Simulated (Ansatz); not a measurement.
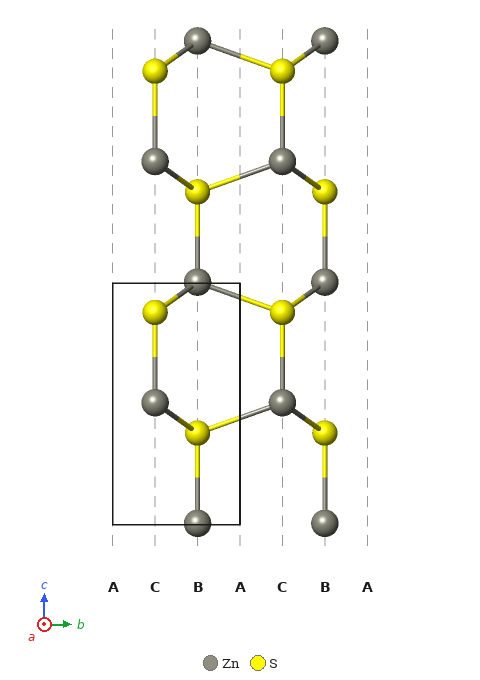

Projection along an edge of the hexagonal mesh, stacking direction c upwards. The dashed lines mark the three columns A (0, 0), B (1/3, 2/3) and C (2/3, 1/3). The sequence starts with the first layer at or above the cell's origin.

ZnS. Coordinates: a calculation's input that goes back to an entry of the Crystallography Open Database (an earlier step may have relaxed or displaced it).

Q: Read off the stacking sequence over one period.

A: Zn(B) – S(B) – Zn(C) – S(C) (four layers in 6.24 Å).

Q: How are the S layers alone stacked?

A: S layers alone: BC, the hexagonal close-packed type.

Q: Which positions between or in the S layers do the other atoms fill?

A: Zn: two tetrahedral sites (per hexagonal cell).

Q: What short polytype symbol fits?

A: Polytype symbol 2H, the symbol of a tetrahedral polytype (number of double layers in the repeat and lattice).
